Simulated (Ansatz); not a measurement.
# Zr$_{3}$S$_{2}$: what the fields show

```
CELL_PARAMETERS angstrom
3.56816 0.00000 0.00000
0.00000 3.56816 0.00000
0.00000 0.00000 15.28583
ATOMIC_POSITIONS crystal
Zr 0.50000 0.50000 0.12736
Zr 0.00000 0.00000 0.62736
Zr 0.00000 0.00000 0.37264
Zr 0.50000 0.50000 0.87264
Zr 0.00000 0.00000 0.00000
Zr 0.50000 0.50000 0.50000
S 0.00000 0.00000 0.17619
S 0.50000 0.50000 0.67619
S 0.50000 0.50000 0.32381
S 0.00000 0.00000 0.82381
```

Space group I4/mmm; a generated structure, not necessarily the stable one.

These are results of DFT r2SCAN, scalar-relativistic, plane waves, PAW (Ansatz), not measurements.

Core electrons are frozen (PAW), and the valence fields are smoothed inside the atomic spheres.

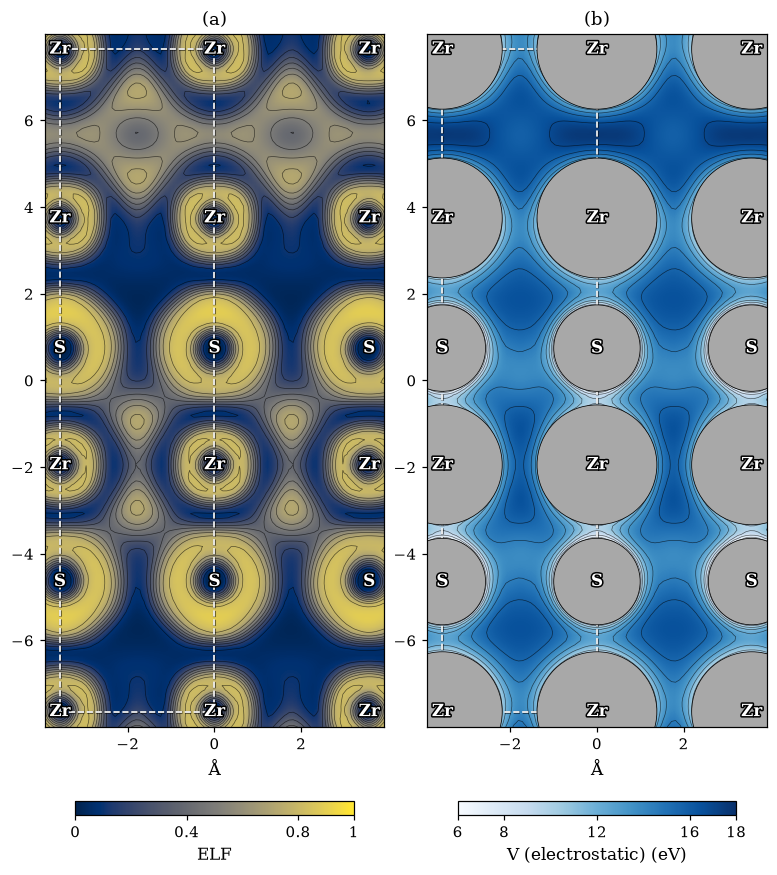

Figure 1. (a) ELF; (b) electrostatic potential (local pseudopotential plus Hartree) felt by an electron on the (100) plane of the conventional cell. Grey discs cover the atomic cores in the potential map.

**Describe what can be read from this map.**

The plane passes through Zr and S nuclei. Zr–S (2.69 Å): the ELF peaks at about 0.80 in the valence shell of S, 0.8 Å from its nucleus, and is about 0.20 at the midpoint: no shared electron pair shows on this line. Zr–S (3.00 Å): the ELF peaks at about 0.90 in the valence shell of S, 0.9 Å from its nucleus, and drops to about 0.05 between the two atoms: no shared electron pair shows on this line. The ELF has a maximum of about 0.75 in the space between the atoms, 2.0 Å from four Zr atoms, on no atom or two-centre bond. The features right at Zr lie inside the PAW spheres, where the map follows smoothed inner orbitals and isn't to be read closely. Outside the cores the potential energy rises away from the atoms and is highest about 1.9 Å from the nearest atoms; its zero is arbitrary.

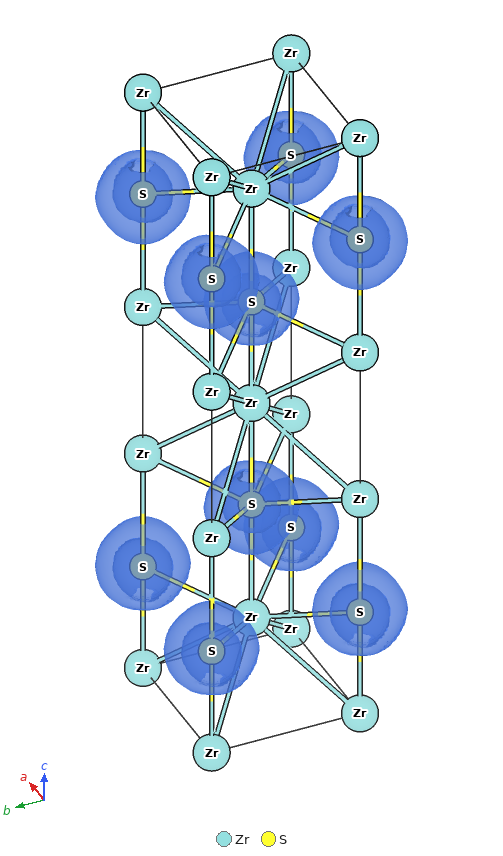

Figure 2. Isosurface of the ELF at 0.8 (blue), seen at an oblique angle. Only the valence region is drawn (cores and ρ < 0.01 e/Å³ removed). Sticks mark near contacts.

**What do the ELF domains correspond to?**

The surface consists of four regions wrapped around S (the valence shell of each), counted in one cell of 10 atoms. Any copies at cell faces, edges or corners count once. Along the contacts the grid gives the following. Zr–S (2.63 Å): the ELF peaks at about 0.85 in the valence shell of S, 0.8 Å from its nucleus, and is about 0.30 at the midpoint (no shared electron pair shows on this line). Zr–Zr (3.19 Å): the ELF is about 0.20 at the midpoint (no shared electron pair shows on this line).

**Metal or insulator at this level of theory?**

It is metallic or semimetallic at this level of theory: no gap opens.

**Which way does charge flow, and how much by Bader's partition?**

Electrons move from Zr towards S. Bader charges: Zr +0.77 to +1.02 and S −1.41 e.
